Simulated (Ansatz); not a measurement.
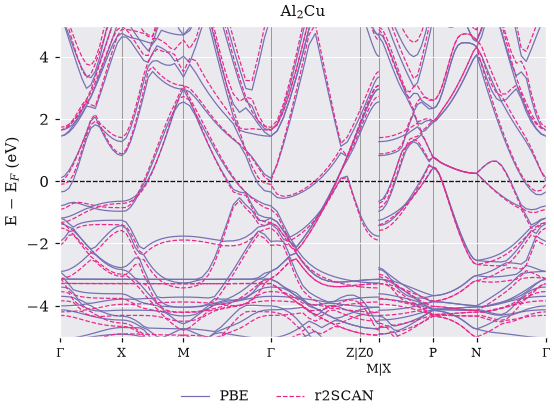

Band structures of Al2Cu, space group I4/mcm (No. 140), 6 atoms in the cell, by two methods on the same cell. Each is counted from its own Fermi level.

Q: What changes from one method to the other?

A: Both give a metal. The 6 bands that come within 1 eV of the Fermi level differ by 0.11 eV on average and by 0.43 eV at most (between X and M).

Settings. PBE: DFT PBE, scalar-relativistic, plane waves, PAW, no spin polarisation, 10×10×10 k mesh, 420 eV cutoff (Ansatz). r2SCAN: DFT r2SCAN, scalar-relativistic, plane waves, PAW, no spin polarisation, 10×10×10 k mesh, 500 eV cutoff (Ansatz 0.2.0).
